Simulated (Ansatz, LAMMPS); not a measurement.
# Structural relaxation of glassy 55SiO2-6Al2O3-16MgO-16BaO-6Sc2O3 (mol %) (143 atoms)

Wanted: the relaxed structure of glassy 55SiO2-6Al2O3-16MgO-16BaO-6Sc2O3 (mol %) (143 atoms) and its electronic structure.

Main program and level: Ansatz 0.2.0; Kohn-Sham DFT, PBE, PAW (set soft_2), plane waves.

### Step 1. The structure

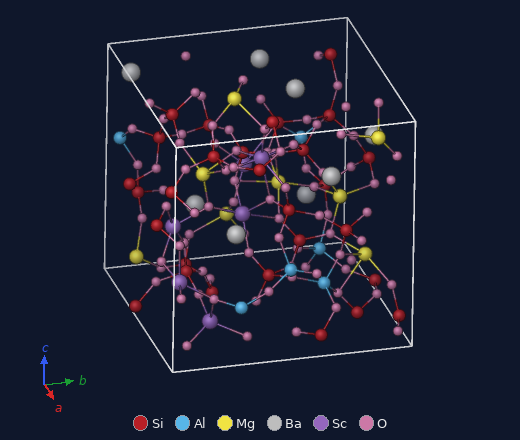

Start, viewed slightly off an axis; silicon red, aluminium blue, magnesium yellow, barium light grey, scandium purple, oxygen pink. Bonds to atoms that aren't drawn are left out. Some periodic images of atoms are drawn too.

The cell holds 143 atoms: 27 Si, 6 Al, 8 Mg, 8 Ba, 6 Sc and 88 O. Cell: a = 12.615 Å, b = 12.615 Å, c = 12.615 Å, α = 90.0°, β = 90.0°, γ = 90.0°. 143 atoms (27 Si, 6 Al, 8 Mg, 8 Ba, 6 Sc, 88 O) placed at random at 3.13 g/cm³, melted at 4000 K for 10 ps at fixed volume with the Morse and Coulomb pair potential with partial charges (Pedone, Malavasi, Menziani, Cormack and Segre, J. Phys. Chem. B 110, 11780 (2006)). Quenched from 4000 K to 300 K at 25 K/ps and fixed volume, held 10 ps at zero pressure, then minimised at fixed cell.

Before any run, some limits are plain. The quench rate of 25 K/ps is many orders above laboratory rates, so the cell is likely richer in defects and strain than a real sample. The network of bonds at the start is that of the classical potential that made the cell. Only the Γ point is sampled, in a cell whose shortest periodic width is 13 Å. The levels lack spin–orbit coupling, which is large for the heavy elements here.

### Step 2. Single point at the start

A single point comes first, to see the forces before anything moves.

input.yaml

```yaml
crystal:
  lattice:
    - [12.61497, 0.0, 0.0]
    - [0.0, 12.61497, 0.0]
    - [0.0, 0.0, 12.61497]
  atoms:
    - { symbol: Si, position: [0.21391, 0.86996, 0.95078] }
    - { symbol: Si, position: [0.23615, 0.15178, 0.67409] }
    - { symbol: Si, position: [0.06052, 0.1179, 0.35309] }
    - { symbol: Si, position: [0.49117, 0.6799, 0.67528] }
    [... 133 atom lines left out ...]
    - { symbol: O, position: [0.6073, 0.42644, 0.30115] }
    - { symbol: O, position: [0.22074, 0.77358, 0.67423] }
    - { symbol: O, position: [0.80958, 0.49222, 0.45383] }
    - { symbol: O, position: [0.16852, 0.10535, 0.28928] }
    - { symbol: O, position: [0.18061, 0.26236, 0.65011] }
    - { symbol: O, position: [0.42931, 0.09143, 0.12864] }
kpoints:
  mp_grid: { grid: [1, 1, 1] }
hamiltonian:
  xc: pbe
scf:
  occupations: { method: fixed }
output:
  forces: true
  stress: true
  populations: true
  dos:
    method: { smearing: { sigma: 0.15 } }
    de: 0.1
    projected: { site_lists: { Al: [Al], Ba: [Ba], Mg: [Mg], O: [O], Sc: [Sc] } }
  eigenvalues: true
```

Run with:

```bash
> ansatz run input.yaml --threads 4 --pin off --max-ram 8192MiB --backend cpu --events-out ev --progress --plain --runs-dir out
```

The job ended after 58 s (4 threads of Arm Neoverse V2, shared host; peak memory 3.3 GiB).

Numbers from this run:

| Item | Value |
| --- | --- |
| free energy | -146311.9497 eV |
| free energy per atom | -1023.1605 eV/atom |
| SCF cycles | 10 |
| pressure | 4.543 GPa |
| r.m.s. force component | 0.9157 eV/Å |
| longest force | 3.349 eV/Å |
| Fermi energy | 5.009 eV |
| gap (highest filled to lowest empty level) | 3.488 eV |
| spilling of the projection | 0.01109 |

The r.m.s. force component of 0.92 eV/Å and the pressure of 4.5 GPa set the starting point.

Length of the force by element:

| element | coordination | atoms | mean length of the force (eV/Å) | spread | least | most |
| --- | --- | --- | --- | --- | --- | --- |
| Al | all | 6 | 0.932 | 0.349 | 0.371 | 1.37 |
| Ba | all | 8 | 0.581 | 0.200 | 0.292 | 0.938 |
| Mg | all | 8 | 0.621 | 0.250 | 0.283 | 1.09 |
| O | all | 88 | 1.69 | 0.670 | 0.235 | 3.35 |
| Sc | all | 6 | 1.10 | 0.358 | 0.576 | 1.74 |
| Si | all | 27 | 1.24 | 0.476 | 0.372 | 2.05 |

### Step 3. Cell and atoms relaxed

The cell is relaxed with the atoms, since the starting lattice needn't suit this functional.

input.yaml, the sections that differ from step 2:

```yaml
output:
  forces: true
relax:
  f_tol: 0.05
  max_steps: 154
  cell: {}
# crystal, kpoints, hamiltonian, scf: as in step 2
```

Run time: 9.5 min. Hardware: 4 threads; peak memory 3.1 GiB.

Step by step:

| step | energy less that of the first step (eV) | largest force component (eV/Å) | pressure (GPa) | volume (Å³) |
| --- | --- | --- | --- | --- |
| 1 | 0.0000 | 2.8509 | 4.54 | 2007.51 |
| 2 | -4.1768 | 1.7097 | 3.07 | 2001.06 |
| 3 | -6.4278 | 0.8237 | 0.23 | 2009.19 |
| 4 | -6.8818 | 1.2922 | 0.05 | 2010.75 |
| 5 | -7.2023 | 0.5755 | -0.19 | 2013.55 |
| 6 | -7.3238 | 0.3349 | -0.09 | 2012.43 |
| 7 | -7.4619 | 0.2337 | 0.09 | 2012.65 |
| 8 | -7.4951 | 0.1260 | -0.01 | 2014.91 |
| 9 | -7.5157 | 0.1458 | 0.02 | 2015.31 |
| 10 | -7.5341 | 0.0753 | 0.00 | 2015.66 |
| 11 | -7.5341 | 0.1194 | -0.01 | 2015.08 |
| 12 | -7.5376 | 0.0405 | 0.00 | 2015.54 |
| 13 | -7.6725 | 0.0393 | 0.09 | 2015.54 |
| 14 | -7.6323 | 0.1103 | -0.12 | 2025.28 |
| 15 | -7.6730 | 0.0442 | -0.01 | 2019.71 |
| 16 | -7.6755 | 0.0733 | 0.01 | 2019.15 |
| 17 | -7.6766 | 0.0259 | 0.00 | 2019.68 |
| 18 | -7.6896 | 0.0259 | 0.00 | 2019.68 |

Relaxation steps 11, 14 were tried and not accepted.

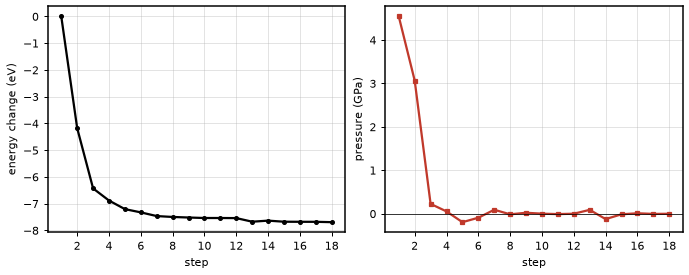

Energy and pressure along the relaxation.

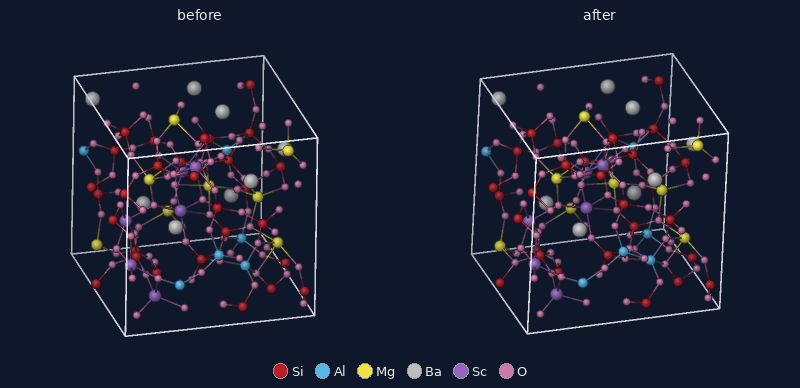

The structure before and after the relaxation, drawn at the same scale. Bonds to atoms that aren't drawn are left out.

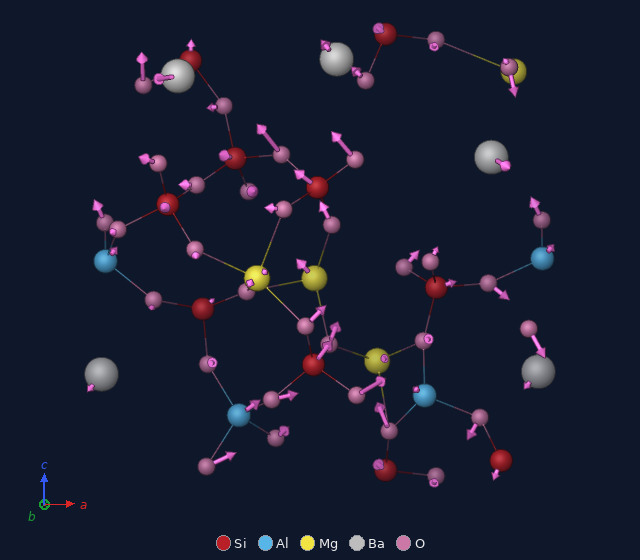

Displacements in the relaxation, exaggerated, measured against the changing cell; the longest in the cell stands for 0.48 Å. Drawn is a slice 4 Å thick, seen along the normal of the ac plane.

| cell as run | before | after | change |
| --- | --- | --- | --- |
| a (Å) | 12.615 | 12.673 | +0.5 % |
| b (Å) | 12.615 | 12.779 | +1.3 % |
| c (Å) | 12.615 | 12.498 | -0.9 % |
| α (°) | 90.00 | 86.85 | -3.5 % |
| β (°) | 90.00 | 88.26 | -1.9 % |
| γ (°) | 90.00 | 88.94 | -1.2 % |
| volume (Å³/atom) | 14.04 | 14.12 | +0.6 % |

The atoms that moved most (Å, as changes of fractional coordinates times the final cell):

| atom | dx | dy | dz | length |
| --- | --- | --- | --- | --- |
| O94 | -0.243 | -0.269 | 0.308 | 0.476 |
| Ba46 | -0.154 | 0.430 | -0.065 | 0.461 |
| O119 | 0.292 | 0.332 | 0.126 | 0.460 |
| O112 | -0.222 | 0.371 | -0.014 | 0.433 |
| O115 | -0.085 | 0.331 | 0.234 | 0.414 |
| O134 | -0.031 | -0.236 | 0.320 | 0.398 |
| Ba44 | 0.273 | -0.198 | -0.193 | 0.388 |
| O84 | -0.223 | -0.152 | 0.267 | 0.379 |

The relaxation changed the energy by -53.8 meV/atom, and atoms moved by 0.19 Å r.m.s., 0.48 Å at most.

### Step 4. Local order after relaxation

Bonds before and after, by the cutoffs listed below:

| pair | bonds before | bonds after | mean before (Å) | mean after (Å) | spread before (Å) | spread after (Å) |
| --- | --- | --- | --- | --- | --- | --- |
| O-Si | 108 | 108 | 1.611 | 1.646 | 0.036 | 0.029 |
| O-Mg | 36 | 37 | 2.119 | 2.068 | 0.181 | 0.119 |
| O-Al | 24 | 25 | 1.749 | 1.781 | 0.051 | 0.061 |
| O-Sc | 31 | 30 | 2.130 | 2.102 | 0.152 | 0.115 |

Density 3.20 g/cm³, 14.12 Å³ an atom.

Pair distribution functions g(r), in bins of 0.2 Å:

| r (Å) | total | O-O | O-Si | O-Ba | O-Mg | O-Al | O-Sc |
| --- | --- | --- | --- | --- | --- | --- | --- |
| 1.50 | 0.19 | 0.00 | 0.82 | 0.00 | 0.00 | 0.00 | 0.00 |
| 1.70 | 3.46 | 0.00 | 12.67 | 0.00 | 0.00 | 9.89 | 0.00 |
| 1.90 | 0.54 | 0.00 | 0.00 | 0.00 | 4.76 | 2.17 | 1.97 |
| 2.10 | 0.69 | 0.00 | 0.00 | 0.00 | 4.36 | 0.00 | 7.61 |
| 2.30 | 0.10 | 0.04 | 0.00 | 0.00 | 0.86 | 0.00 | 0.59 |
| 2.50 | 0.41 | 0.85 | 0.00 | 1.06 | 0.00 | 0.00 | 0.24 |
| 2.70 | 1.90 | 4.29 | 0.04 | 3.10 | 0.15 | 0.00 | 0.20 |
| 2.90 | 0.97 | 1.55 | 0.08 | 1.51 | 0.52 | 0.34 | 0.00 |
| 3.10 | 0.91 | 1.09 | 0.48 | 1.19 | 0.60 | 0.31 | 0.16 |
| 3.30 | 1.07 | 0.92 | 0.81 | 1.27 | 0.52 | 0.98 | 0.28 |
| 3.50 | 0.90 | 0.73 | 0.96 | 0.65 | 0.19 | 1.23 | 0.99 |
| 3.70 | 0.93 | 0.63 | 1.25 | 0.99 | 1.50 | 0.79 | 0.91 |
| 3.90 | 0.98 | 0.52 | 1.49 | 0.76 | 1.13 | 1.40 | 1.09 |
| 4.10 | 1.10 | 0.69 | 1.70 | 0.55 | 1.56 | 2.25 | 1.37 |
| 4.30 | 1.17 | 0.82 | 1.89 | 1.36 | 1.10 | 1.58 | 0.97 |
| 4.50 | 0.95 | 0.78 | 0.77 | 0.84 | 2.02 | 0.91 | 1.50 |
| 4.70 | 1.02 | 1.10 | 0.75 | 1.46 | 1.25 | 0.63 | 1.58 |
| 4.90 | 1.05 | 1.27 | 0.79 | 1.33 | 0.67 | 0.82 | 1.14 |
| 5.10 | 0.98 | 1.25 | 0.68 | 1.19 | 0.62 | 0.70 | 0.94 |
| 5.30 | 1.01 | 1.29 | 0.84 | 1.22 | 0.64 | 0.49 | 0.92 |
| 5.50 | 0.92 | 1.16 | 0.72 | 1.06 | 0.45 | 0.81 | 0.55 |
| 5.70 | 0.94 | 0.98 | 0.77 | 0.98 | 1.12 | 0.80 | 0.66 |
| 5.90 | 0.94 | 0.89 | 1.13 | 0.66 | 0.92 | 1.09 | 0.56 |
| 6.10 | 1.01 | 0.85 | 1.28 | 0.93 | 1.01 | 1.05 | 1.06 |

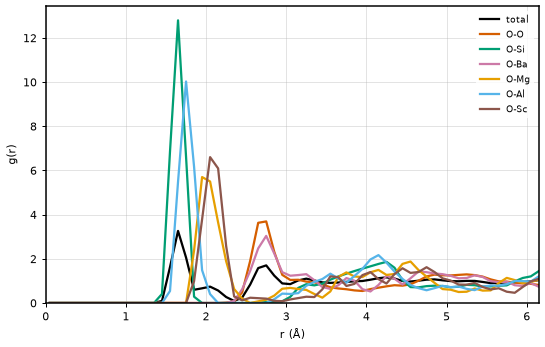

Pair distribution functions, lightly smoothed.

Bonds by pair of elements; cutoffs follow the first minimum of g(r), held within bounds set by covalent radii, and pairs that aren't listed don't count as bonded:

| pair A-B | cutoff (Å) | bonds | mean length (Å) | spread (Å) | shortest (Å) | B about A | A about B |
| --- | --- | --- | --- | --- | --- | --- | --- |
| O-Si | 2.08 | 108 | 1.65 | 0.029 | 1.59 | 1.23 | 4 |
| O-Ba | 3.29 | 54 | 2.87 | 0.223 | 2.50 | 0.614 | 6.75 |
| O-Mg | 2.58 | 37 | 2.07 | 0.119 | 1.93 | 0.42 | 4.62 |
| O-Al | 2.33 | 25 | 1.78 | 0.061 | 1.69 | 0.284 | 4.17 |
| O-Sc | 2.76 | 30 | 2.10 | 0.115 | 1.91 | 0.341 | 5 |

The cutoff for O-Ba falls short of the minimum of g(r), so counts run low and odd coordinations can be artefacts.

How many atoms have how many bonded neighbours:

| element | mean | 2 | 3 | 4 | 5 | 6 | 7 | 8 | 9 |
| --- | --- | --- | --- | --- | --- | --- | --- | --- | --- |
| Al | 4.17 | 0 | 0 | 5 | 1 | 0 | 0 | 0 | 0 |
| Ba | 6.75 | 0 | 0 | 0 | 1 | 3 | 2 | 1 | 1 |
| Mg | 4.62 | 0 | 0 | 3 | 5 | 0 | 0 | 0 | 0 |
| O | 2.89 | 19 | 60 | 9 | 0 | 0 | 0 | 0 | 0 |
| Sc | 5 | 0 | 0 | 1 | 4 | 1 | 0 | 0 | 0 |
| Si | 4 | 0 | 0 | 27 | 0 | 0 | 0 | 0 | 0 |

Bond angles (no mean is given where the spread exceeds 20°):

| angle | count | mean (°) | spread (°) |
| --- | --- | --- | --- |
| O-Si-O | 162 | 109 | 5.5 |
| O-Mg-O | 68 | - | - |
| Ba-O-Si | 62 | 108 | 15.3 |
| O-Sc-O | 61 | - | - |

Oxygen atoms by the number of network formers (Si, P, Ge, B, Al, As, Ga) bound to them:

| network formers bound to O | O atoms | per cent |
| --- | --- | --- |
| 0 | 3 | 3.4 |
| 1 | 39 | 44.3 |
| 2 | 44 | 50 |
| 3 | 2 | 2.3 |

Network units: each former by its oxygen neighbours and how many of them bridge to another former:

| former | O neighbours | bridging O | atoms |
| --- | --- | --- | --- |
| Si | 4 | 1 | 1 |
| Si | 4 | 2 | 13 |
| Si | 4 | 3 | 8 |
| Si | 4 | 4 | 5 |
| Al | 4 | 3 | 2 |
| Al | 4 | 4 | 3 |
| Al | 5 | 5 | 1 |

Bond length by coordination (bonds to H left out):

| element | coordination | atoms | mean bond length (Å) |
| --- | --- | --- | --- |
| Al | 4 | 5 | 1.76 |
| Al | 5 | 1 | 1.86 |
| Ba | 5 | 1 | 2.66 |
| Ba | 6 | 3 | 2.84 |
| Ba | 7 | 2 | 2.95 |
| Ba | 8 | 1 | 2.90 |
| Ba | 9 | 1 | 2.91 |
| Mg | 4 | 3 | 2.03 |
| Mg | 5 | 5 | 2.09 |
| O | 2 | 19 | 1.68 |
| O | 3 | 60 | 2.06 |
| O | 4 | 9 | 2.30 |
| Sc | 4 | 1 | 2.03 |
| Sc | 5 | 4 | 2.1 |
| Sc | 6 | 1 | 2.16 |

Rings of the network by King's shortest-path rule, up to 12 atoms, one path for each pair of neighbours; H, halogens, alkali and alkaline-earth atoms are left out, and the last column divides by all other atoms, bonded or not:

| ring size (atoms) | rings | per network atom |
| --- | --- | --- |
| 4 | 2 | 0.016 |
| 6 | 6 | 0.047 |
| 8 | 10 | 0.079 |
| 10 | 16 | 0.126 |
| 12 | 19 | 0.15 |

First main peaks of g(r), for some of the pairs, lie near 2.7 Å (O-O), 1.6 Å (O-Si), 2.7 Å (O-Ba), 2.0 Å (O-Mg), 1.8 Å (O-Al) and 2.1 Å (O-Sc). The O-Si-O angle averages 109° with a spread of 6°. Counting bonds to Si and Al alone, not to Sc, 50 % of the oxygens join two of these atoms and 44 % one; 2 % join three; 3 % join none. The commonest Si unit has 4 oxygens, 2 of them shared with other formers (13 of 27 atoms). Rings of 12 atoms are the most common (36 % of those counted); sizes run from 4 to 12, where the search stops.

### Step 5. Single point at the relaxed geometry

The electronic structure is read at the final geometry, in a run of its own.

input.yaml

```yaml
crystal:
  lattice:
    - [12.67061, 0.11497, 0.18942]
    - [0.11497, 12.7736, 0.34674]
    - [0.18942, 0.34674, 12.49193]
  atoms:
    - { symbol: Si, position: [0.21407, 0.86886, 0.96172] }
    - { symbol: Si, position: [0.23333, 0.14089, 0.67235] }
    - { symbol: Si, position: [0.06563, 0.10976, 0.34607] }
    - { symbol: Si, position: [0.47555, 0.66975, 0.68798] }
    [... 133 atom lines left out ...]
    - { symbol: O, position: [0.6152, 0.43009, 0.31001] }
    - { symbol: O, position: [0.20955, 0.76618, 0.6755] }
    - { symbol: O, position: [0.82057, 0.48643, 0.46429] }
    - { symbol: O, position: [0.1804, 0.11019, 0.28395] }
    - { symbol: O, position: [0.18357, 0.25338, 0.62903] }
    - { symbol: O, position: [0.41617, 0.10048, 0.12642] }
kpoints:
  mp_grid: { grid: [1, 1, 1] }
hamiltonian:
  xc: pbe
scf:
  occupations: { method: fixed }
output:
  forces: true
  stress: true
  populations: true
  dos:
    method: { smearing: { sigma: 0.15 } }
    de: 0.1
    projected: { site_lists: { Al: [Al], Ba: [Ba], Mg: [Mg], O: [O], Sc: [Sc] } }
  eigenvalues: true
  write_density: true
  write_potential: true
  volumetric_format: npy
  elf: true
```

Elapsed: 63 s, on 4 threads; peak memory 3.4 GiB; 4.1 min of CPU time.

Read from the output:

* free energy: -146319.6393 eV
* free energy per atom: -1023.2143 eV/atom
* SCF cycles: 10
* pressure: -0.0009279 GPa
* r.m.s. force component: 0.00562 eV/Å
* longest force: 0.02866 eV/Å
* Fermi energy: 4.469 eV
* gap (highest filled to lowest empty level): 4.066 eV
* spilling of the projection: 0.01102

Löwdin charges by element (they lack the spilled electrons, 0.068 e an atom on average):

| element | coordination | atoms | mean charge (e) | spread | least | most |
| --- | --- | --- | --- | --- | --- | --- |
| Al | all | 6 | 1.27 | 0.0156 | 1.24 | 1.29 |
| Ba | all | 8 | 1.86 | 0.0131 | 1.84 | 1.88 |
| Mg | all | 8 | 1.63 | 0.0106 | 1.62 | 1.65 |
| O | all | 88 | -0.888 | 0.0856 | -1.08 | -0.752 |
| Sc | all | 6 | 1.26 | 0.0281 | 1.21 | 1.29 |
| Si | all | 27 | 1.66 | 0.039 | 1.59 | 1.72 |

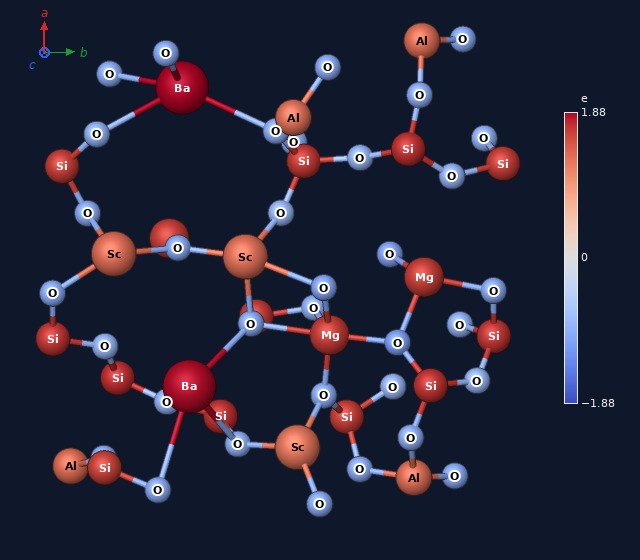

Atoms coloured by Löwdin charge. Drawn is a slice 4 Å thick, seen along the normal of the ab plane.

States in the cell by windows of 1 eV, zero at the Fermi level; the larger projections on atomic orbitals stand beside the total:

| from (eV) | to (eV) | total | O p |
| --- | --- | --- | --- |
| -10 | -9 | 4.0 | 1.7 |
| -9 | -8 | 9.9 | 6.5 |
| -8 | -7 | 18.8 | 12.9 |
| -7 | -6 | 23.2 | 16.8 |
| -6 | -5 | 28.5 | 21.3 |
| -5 | -4 | 58.5 | 45.1 |
| -4 | -3 | 79.3 | 66.2 |
| -3 | -2 | 100.2 | 89.7 |
| -2 | -1 | 118.4 | 109.6 |
| -1 | 0 | 86.2 | 81.6 |
| 0 | 1 | 2.5 | 2.4 |
| 1 | 3 | 0.0 | 0.0 |
| 3 | 4 | 0.5 | 0.0 |
| 4 | 5 | 15.6 | 1.0 |

With fixed occupations the program's Fermi level is the highest filled level; weight inside the gap is the broadening of levels at its edges.

Between -26 and -10 eV lie 250 more states.

About 103 of the 880 electrons lie in deeper levels, below the stored range.

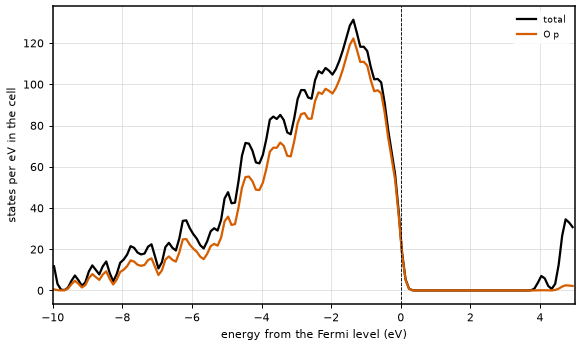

Total and projected density of states, with the broadening of the input.

Not all projections were asked for or kept, so they needn't add up to the total.

The levels nearest the highest filled one (over half full), pooled over k-points and spins:

| level less the highest filled one (eV) | occupation |
| --- | --- |
| -0.190 | 2 |
| -0.160 | 2 |
| -0.148 | 2 |
| -0.106 | 2 |
| -0.0877 | 2 |
| 0 | 2 |
| 4.07 | 0 |
| 4.61 | 0 |
| 4.67 | 0 |
| 4.72 | 0 |
| 4.76 | 0 |
| 4.81 | 0 |

Mean Löwdin charges: Al +1.27, Ba +1.86, Mg +1.63, O -0.89, Sc +1.26, Si +1.66 e (they miss 1.1 % of the electrons, so they add up to more than the cell's charge).

### Step 6. Summary of results

```
energy change in the relaxation                  : -53.77 meV/atom
r.m.s. displacement                              : 0.193 Å
largest displacement                             : 0.476 Å
free energy per atom                             : -1023.2143 eV/atom
pressure                                         : -0.0009279 GPa
r.m.s. force component                           : 0.00562 eV/Å
gap (highest filled to lowest empty level) : 4.066 eV
wall time of the 3 DFT runs                      : 12 min
```

**Reading.** Relaxation lowers the energy by 53.8 meV/atom and moves atoms by 0.19 Å r.m.s.; the r.m.s. force component goes from 0.92 to 0.0056 eV/Å, the pressure goes from 4.5 to -9.3e-4 GPa, and the gap from 3.49 to 4.07 eV. Displacements are taken in the final cell, so they leave out its strain. The cell grew by 0.6 % in volume. First to last step the energy falls by 7.690 eV; the largest move, 0.48 Å, is that of O94. The O-Mg bonds change most in mean length: from 2.119 Å (spread 0.181) to 2.068 Å (spread 0.119), and their number from 36 to 37. Counting bonds to Si and Al alone, not to Sc, 50 % of the oxygens join two of these atoms and 44 % one; 2 % join three; 3 % join none. Between filled and empty levels lie 4.07 eV (at Γ alone); a semilocal functional tends to put such gaps too low. In a disordered cell it changes from sample to sample, and tail or defect levels can set it.

Caveats: The starting topology of bonds comes from the classical model; in DFT atoms moved by 0.19 Å r.m.s.

[Logs are printed without paths, hosts, clocks, repeated set-up lines and the standing remarks that a program may print on its own settings, such as how far it seeks lower states.]

[Hosts, paths, dates, database ids (printed as entryN), source tags and the programs' standing remarks are cut or masked in the printed files.]
